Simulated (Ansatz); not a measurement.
**SiC: single-point calculation**

SiC (36 atoms in the cell), computed with DFT PBE, scalar-relativistic, plane waves, PAW, no spin polarisation (Ansatz 0.2.0).

The structure derives from a Materials Project entry. It belongs to a series of runs on one base structure; here: the perfect crystal in a cell of 36 atoms. Figures and captions count atoms from 1; the log counts them from 0 in places.

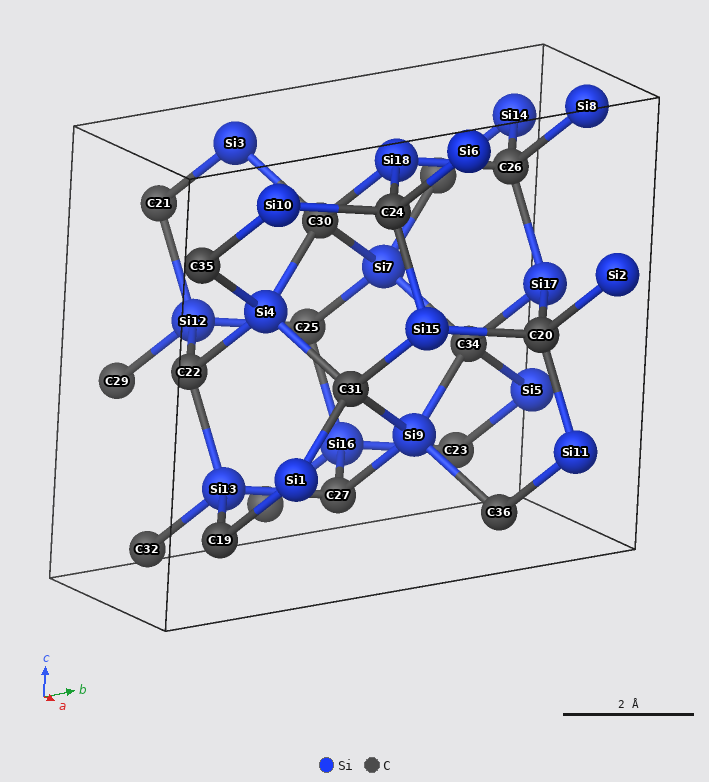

The structure as given in the input (ball-and-stick view of the cell of the calculation, seen slightly off an axis; atoms are numbered from 1 in the order of the input). An atom can appear more than once, as a periodic image. Near neighbours in the periodic cell (some may lie outside the picture): Si has 4 C at 1.89 to 1.91 Å; C has 4 Si at 1.89 to 1.91 Å.

**The input**
```yaml
crystal:
  lattice:
    - [4.6379047771, 2.6776955715, -5.0742922873]
    - [0.0, -5.3553911431, -5.0742922873]
    - [-4.6379047771, 2.6776955715, -5.0742922873]
  atoms:
    - { symbol: Si, position: [0.9445838754, 0.2779172088, 0.2779172088] }
    - { symbol: Si, position: [0.9445838754, 0.9445838754, 0.6112505421] }
    - { symbol: Si, position: [0.2779172088, 0.2779172088, 0.9445838754] }
    - { symbol: Si, position: [0.6112505421, 0.2779172088, 0.6112505421] }
    - { symbol: Si, position: [0.2779172088, 0.9445838754, 0.2779172088] }
    - { symbol: Si, position: [0.9445838754, 0.6112505421, 0.9445838754] }
    - { symbol: Si, position: [0.2779172088, 0.6112505421, 0.6112505421] }
    - { symbol: Si, position: [0.6112505421, 0.9445838754, 0.9445838754] }
    - { symbol: Si, position: [0.6112505421, 0.6112505421, 0.2779172088] }
    - { symbol: Si, position: [0.8890283199, 0.2223616532, 0.8890283199] }
    - { symbol: Si, position: [0.8890283199, 0.8890283199, 0.2223616532] }
    - { symbol: Si, position: [0.2223616532, 0.2223616532, 0.5556949865] }
    - { symbol: Si, position: [0.5556949865, 0.2223616532, 0.2223616532] }
    - { symbol: Si, position: [0.2223616532, 0.8890283199, 0.8890283199] }
    - { symbol: Si, position: [0.8890283199, 0.5556949865, 0.5556949865] }
    - { symbol: Si, position: [0.2223616532, 0.5556949865, 0.2223616532] }
    - { symbol: Si, position: [0.5556949865, 0.8890283199, 0.5556949865] }
    - { symbol: Si, position: [0.5556949865, 0.5556949865, 0.8890283199] }
    - { symbol: C, position: [0.8193050135, 0.1526383468, 0.1526383468] }
    - { symbol: C, position: [0.8193050135, 0.8193050135, 0.4859716801] }
    - { symbol: C, position: [0.1526383468, 0.1526383468, 0.8193050135] }
    - { symbol: C, position: [0.4859716801, 0.1526383468, 0.4859716801] }
    - { symbol: C, position: [0.1526383468, 0.8193050135, 0.1526383468] }
    - { symbol: C, position: [0.8193050135, 0.4859716801, 0.8193050135] }
    - { symbol: C, position: [0.1526383468, 0.4859716801, 0.4859716801] }
    - { symbol: C, position: [0.4859716801, 0.8193050135, 0.8193050135] }
    - { symbol: C, position: [0.4859716801, 0.4859716801, 0.1526383468] }
    - { symbol: C, position: [0.0970827912, 0.4304161246, 0.0970827912] }
    - { symbol: C, position: [0.0970827912, 0.0970827912, 0.4304161246] }
    - { symbol: C, position: [0.4304161246, 0.4304161246, 0.7637494579] }
    - { symbol: C, position: [0.7637494579, 0.4304161246, 0.4304161246] }
    - { symbol: C, position: [0.4304161246, 0.0970827912, 0.0970827912] }
    - { symbol: C, position: [0.0970827912, 0.7637494579, 0.7637494579] }
    - { symbol: C, position: [0.4304161246, 0.7637494579, 0.4304161246] }
    - { symbol: C, position: [0.7637494579, 0.0970827912, 0.7637494579] }
    - { symbol: C, position: [0.7637494579, 0.7637494579, 0.0970827912] }
basis:
  ecutwfc: 420
  xc_grid: 2
kpoints:
  mp_grid: { grid: [2, 2, 2], shift: [0.5, 0.5, 0.5] }
hamiltonian:
  xc: pbe
scf:
  occupations: { method: gaussian, width: 0.01 }
output:
  forces: true
  stress: true
  eigenvalues: true
  write_density: true
  write_potential: true
  elf: true
  volumetric_format: npy
```

Command:
```bash
ansatz run input.yaml --threads 4 --pin off --max-ram 10240MiB --backend cpu --events-out ev --progress --plain --runs-dir out
```

**What the program printed**
```
Engine: ansatz 0.2.0, x86_64-unknown-linux-gnu
Pseudopotentials: kind: paw
Pseudopotential: Si, paw, valence charge 4, recommended cutoff 420 eV (normal), Si.paw.azcp
Pseudopotential: C, paw, valence charge 4, recommended cutoff 420 eV (normal), C.paw.azcp
Functional definition: PBE
  parameter kappa = 0.804
  parameter beta = 0.06672455060314922
  exchange = pbe_x(kappa = kappa, mu = beta*pi^2/3)
  correlation = pbe_c(beta = beta)
Crystal: 36 atoms, lattice volume = 378.103 Å³
Basis set: ecut = 420 eV, 7409 PW (Γ), exchange–correlation on 100×100×100 points (8 copies of the dense FFT grid, shifted against one another)
Bands: 108, of which v1, the nominal top of the filled ones, is band 72 counted from 1 (71 counted from 0)
Symmetry: 54 space group operations
Space group: P63mc (ITA 186), of the structure as read, at distance tolerance 7.2e-5 Å
k-points: 2 of 8 (time reversal used)
Non-local potential: Si, projectors of the file, l = 0: 2, l = 1: 2, l = 2: 2
Non-local potential: C, projectors of the file, l = 0: 2, l = 1: 2, l = 2: 1
PAW form: soft (Blöchl's): semilocal exchange-correlation on the pseudo side does not see the compensation charge
PAW one-centre angular grid: Si, 110 points (default); XC on 64 Gauss nodes
PAW one-centre angular grid: C, 110 points (default); XC on 64 Gauss nodes
Initial density: superposition of atomic densities (neutral atoms: chi_scale 0, normalization atom), corrected by the library's trained network
Initial wavefunctions: pseudopotential atomic-orbital guess
Functional: x = pbe(κ = 0.804, μ = 0.2195149727645171), c = pbe(β = 0.06672455060314922)
SCF iter   1: F=—  HF=-15968.682956 eV  |F-HF|=—  |Δ(HF+E_count)|=         —  Δρ=2.43e-3  dr2=2.27e-2  ethr=1.77e-3  ⟨swp⟩=6.0  Hψ=978  notcnv=0  defer=13
preconditioner: auto → Resta (q_TF=auto, 2.323 Å⁻¹)  ε∞=4.8  [insulator: Δε(μ)=3.269 eV  Ē_g=11.774 eV  σ=0.010 eV  W_gap=1.00  n_scr=86 (ndim 8)  ℏωp=22.9 eV  f_vac=0.000  D(μ)=0.00/eV (n_scr^D=0)  ε∞_Penn≈4.8]
SCF iter   2: F=—  HF=-15968.681282 eV  |F-HF|=—  |Δ(HF+E_count)|=   1.67e-3  Δρ=8.66e-4  dr2=2.00e-3  ethr=1.58e-5  ⟨swp⟩=2.5  Hψ=364  notcnv=0  defer=58
SCF iter   3: F=—  HF=-15968.682021 eV  |F-HF|=—  |Δ(HF+E_count)|=   7.40e-4  Δρ=3.20e-4  dr2=2.47e-4  ethr=1.39e-6  ⟨swp⟩=3.0  Hψ=314  notcnv=0  defer=58
SCF iter   4: F=—  HF=-15968.682195 eV  |F-HF|=—  |Δ(HF+E_count)|=   1.74e-4  Δρ=3.62e-5  dr2=3.29e-6  ethr=1.71e-7  ⟨swp⟩=2.0  Hψ=285  notcnv=0  defer=58
SCF iter   5: F=—  HF=-15968.682545 eV  |F-HF|=—  |Δ(HF+E_count)|=   3.50e-4  Δρ=7.85e-6  dr2=2.49e-7  ethr=2.28e-9  ⟨swp⟩=2.0  Hψ=300  notcnv=0  defer=58
SCF iter   6: F=-15968.682545 eV  HF=-15968.682545 eV  |F-HF|=4.70e-9  |Δ(HF+E_count)|=   3.22e-7  Δρ=1.79e-6  dr2=1.27e-8  ethr=6.94e-11  ⟨swp⟩=15.0  Hψ=1585  notcnv=0
SCF 1 converged in 6 iterations: F = -15968.682545 eV  dr2 = 1.27e-8
  greatest PAW one-centre occupation: 0.643 electrons in one spin orbital (limit 2), on the C atom at site 26 (counted from 0), in its partial waves of l = 0
```

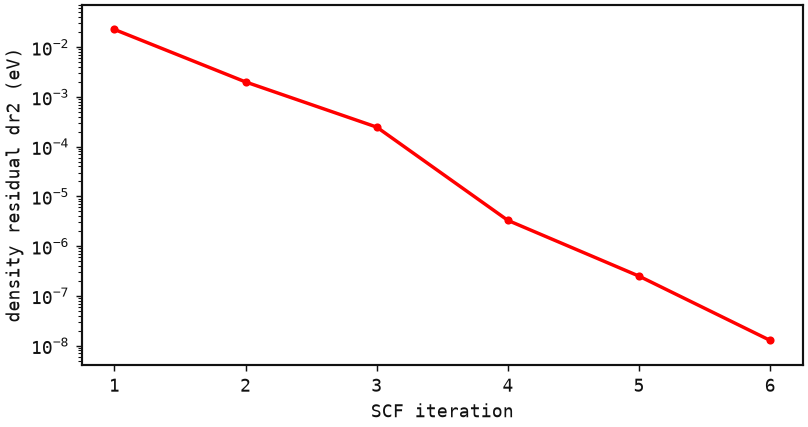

Convergence of the self-consistent field: density residual dr2 against the SCF iteration. The residual falls at every step.

```
SCF converged after 6 iterations
Free energy (F): -15968.682545 eV
Harris-Foulkes:  -15968.682545 eV  (|F-HF|=4.70e-9)
Internal energy: -15968.682545 eV  (E = F + TS)
E sigma→0 (E₀):  -15968.682545 eV
Fermi energy:    10.864663 eV
--- Per-component energies (eV) ---
  E_band       = 496.174279
  E_kinetic    = 2430.344619
  E_local      = -1912.443448  (includes V_loc(G=0)·N_el)
  E_nonlocal   = 929.303537
  E_hartree    = 588.397890
  E_xc         = -1894.900161
  E_vxc        = -1963.279097  (∫ρ·V_xc dr)
  E_paw        = -11016.313250  (= ΣΔE_a)
  E_vpaw       = -164.547143  (= ΣTr[D̂ρ^β])
  E_aug_tail   = 0.000225  (compensation charges beyond the density's cutoff)
  E_ewald      = -5093.071957
  E_smearing   = -0.000000  (= −TS)
  E_closure    = 0.000000  (closes the sum)
  Σ components = -15968.682545   (vs F -15968.682545, Δ=0.00e0)
--- Forces (eV/Å), atoms counted from 1 ---
  atom   1  Si    -0.00000000    -0.00000000    -0.00678137
  atom   2  Si    -0.00000000    -0.00000000    -0.00678137
  atom   3  Si     0.00000000    -0.00000000    -0.00678137
  atom   4  Si    -0.00000000    -0.00000000    -0.00678137
  atom   5  Si     0.00000000    -0.00000000    -0.00678137
  atom   6  Si     0.00000000    -0.00000000    -0.00678137
  atom   7  Si     0.00000000    -0.00000000    -0.00678137
  atom   8  Si    -0.00000000    -0.00000000    -0.00678137
  atom   9  Si    -0.00000000    -0.00000000    -0.00678137
  atom  10  Si    -0.00000000    -0.00000000    -0.00747001
  atom  11  Si    -0.00000000    -0.00000000    -0.00747001
  atom  12  Si     0.00000000    -0.00000000    -0.00747001
  atom  13  Si    -0.00000000    -0.00000000    -0.00747001
  atom  14  Si    -0.00000000    -0.00000000    -0.00747001
  atom  15  Si    -0.00000000    -0.00000000    -0.00747001
  atom  16  Si     0.00000000    -0.00000000    -0.00747001
  atom  17  Si    -0.00000000    -0.00000000    -0.00747001
  atom  18  Si     0.00000000    -0.00000000    -0.00747001
  atom  19  C     -0.00000000     0.00000000     0.00454108
  atom  20  C      0.00000000     0.00000000     0.00454108
  atom  21  C      0.00000000     0.00000000     0.00454108
  atom  22  C      0.00000000     0.00000000     0.00454108
  atom  23  C     -0.00000000     0.00000000     0.00454108
  atom  24  C     -0.00000000     0.00000000     0.00454108
  atom  25  C      0.00000000     0.00000000     0.00454108
  atom  26  C     -0.00000000     0.00000000     0.00454108
  atom  27  C      0.00000000     0.00000000     0.00454108
  atom  28  C     -0.00000000     0.00000000     0.00970790
  atom  29  C     -0.00000000     0.00000000     0.00970790
  atom  30  C      0.00000000     0.00000000     0.00970790
  atom  31  C      0.00000000     0.00000000     0.00970790
  atom  32  C     -0.00000000     0.00000000     0.00970790
  atom  33  C     -0.00000000     0.00000000     0.00970790
  atom  34  C      0.00000000     0.00000000     0.00970790
  atom  35  C      0.00000000     0.00000000     0.00970790
  atom  36  C     -0.00000000     0.00000000     0.00970790
  max |Σ_I F_I| component: 2.15e-5 eV/Å
--- Stress (GPa, compression-positive) ---
       -0.031157       0.000000      -0.000000
       -0.000000      -0.031157       0.000000
       -0.000000       0.000000       0.074761
  P = ⅓ Tr σ = 0.0041 GPa (0.041 kbar)
--- Band table (eV) ---
  k-point 0: bands = ["-5.7067", "-4.1516", "-4.1516", "-4.1516", "-3.4929", "-3.4102", "-3.4102", "-3.4102", "-2.7170", "-2.7170", "-2.7170", "-1.4442", "-1.4442", "-1.4437", "-1.4437", "-1.2615", "-1.2615", "-1.2615", "2.0655", "2.0655", "2.0655", "2.3117", "2.3359", "2.3359", "2.3361", "2.3361", "2.7739", "2.7739", "2.7739", "3.0769", "3.0769", "3.4468", "3.4468", "3.4468", "3.4557", "3.4557", "3.4557", "4.9679", "4.9679", "4.9679", "4.9937", "4.9937", "5.9676", "5.9676", "5.9676", "6.5411", "6.5411", "6.5411", "6.6463", "6.6463", "6.6465", "6.6465", "7.1161", "7.1161", "7.1161", "7.3132", "7.3132", "7.3132", "7.6160", "7.6160", "7.6160", "7.6987", "7.6987", "7.6987", "7.8324", "8.2968", "8.2968", "8.4823", "8.4823", "8.4823", "9.2187", "9.2187", "12.7832", "12.7832", "12.7832", "12.9036", "12.9036", "12.9036", "12.9468", "12.9468", "13.5775", "13.5775", "13.5775", "14.1637", "14.1637", "14.1637", "14.3872", "15.2943", "15.2943", "15.2943", "15.9220", "15.9220", "15.9220", "15.9220", "16.1404", "16.1404", "16.3006", "16.3939", "16.3939", "16.3939", "16.4900", "16.4900", "16.4900", "16.6222", "16.9090", "16.9090", "16.9090", "17.2150"]
  k-point 1: bands = ["-5.5012", "-4.7174", "-4.3280", "-4.3280", "-3.9682", "-2.9610", "-2.9610", "-2.4967", "-2.3083", "-2.3083", "-2.2555", "-2.2555", "-2.2463", "-1.7528", "-1.7528", "-1.3582", "-0.9539", "-0.9539", "1.1285", "1.4509", "1.7685", "1.7685", "1.9211", "1.9211", "2.2995", "2.2995", "2.3065", "2.8813", "2.8813", "3.5948", "3.5948", "4.1905", "4.1905", "4.2446", "4.8461", "4.8461", "4.8604", "4.8604", "5.0962", "5.0962", "5.1274", "5.1274", "5.3296", "5.7088", "5.7088", "5.8134", "6.0047", "6.2120", "6.2120", "6.3801", "6.7574", "6.7574", "6.7616", "6.8732", "6.8732", "6.9990", "6.9990", "7.1322", "7.4740", "7.5015", "7.5459", "7.5459", "7.7216", "7.7216", "7.7586", "7.8258", "7.9808", "8.2642", "8.2642", "8.4089", "8.9111", "9.1134", "12.5107", "12.6740", "12.9520", "12.9520", "13.5175", "13.5175", "14.2150", "14.2811", "14.2811", "14.4608", "14.4972", "14.4972", "14.6869", "14.6869", "14.7345", "14.7345", "15.1014", "15.6528", "15.6528", "15.9278", "15.9746", "16.0283", "16.0283", "16.2114", "16.2114", "16.3853", "16.4637", "16.5743", "16.5743", "16.6196", "16.7697", "16.7801", "16.7801", "16.8212", "17.1331", "17.4511"]
```

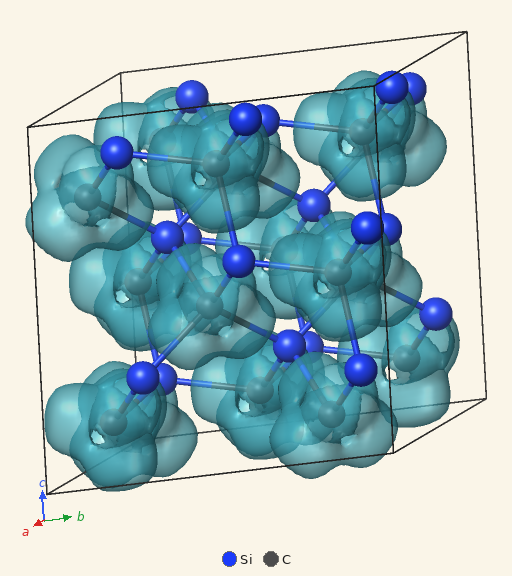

Isosurface of the electron localisation function at 0.7 (cyan), seen slightly off an axis. Only the valence region is drawn (cores and ρ < 0.01 e/Å³ removed). Sticks mark near contacts. The outline is the calculation cell. Profiles from the grid: Si–C (1.89 Å): the ELF peaks at about 0.95 between the atoms (localised, shared-pair bonding). In a PAW calculation such maps are meaningful between the atoms, not at the nuclei.

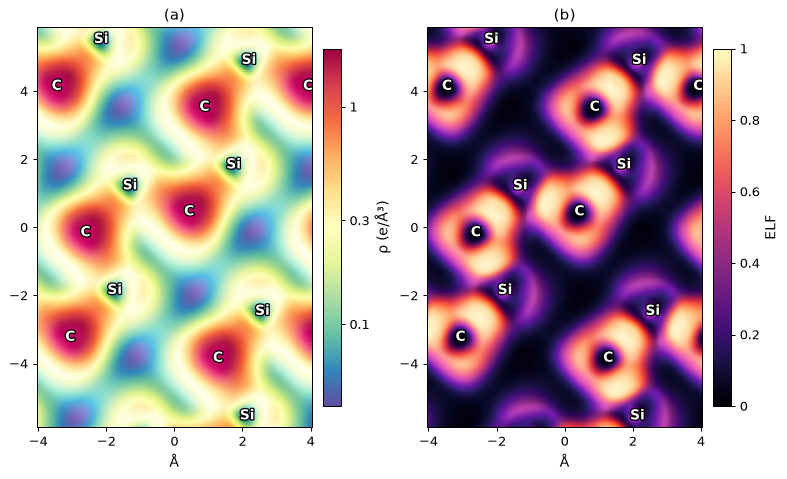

(a) valence pseudo-density; (b) ELF on the (101̄) plane of the calculation cell. Atoms in the plane: Si and C. Away from the nuclei the density in this plane falls to 0.04 e/Å³ at its lowest.

**Results in brief**

- outcome: converged
- space group (tolerance 0.01 Å): P6₃mc (186)
- electrons treated: 144
- free energy: −15968.6825 eV
- Fermi energy: 10.865 eV
- gap on the k-point mesh: 3.29 eV
- pressure: 0.00 GPa
- largest force (length of the vector): 0.010 eV/Å
- hardware: 4 threads of Intel Xeon @ 2.50GHz (Skylake/Cascade Lake), 64 GiB of memory available, shared host
- wall time: 3 s (CPU time 11 s)
- peak memory: 0.75 GiB
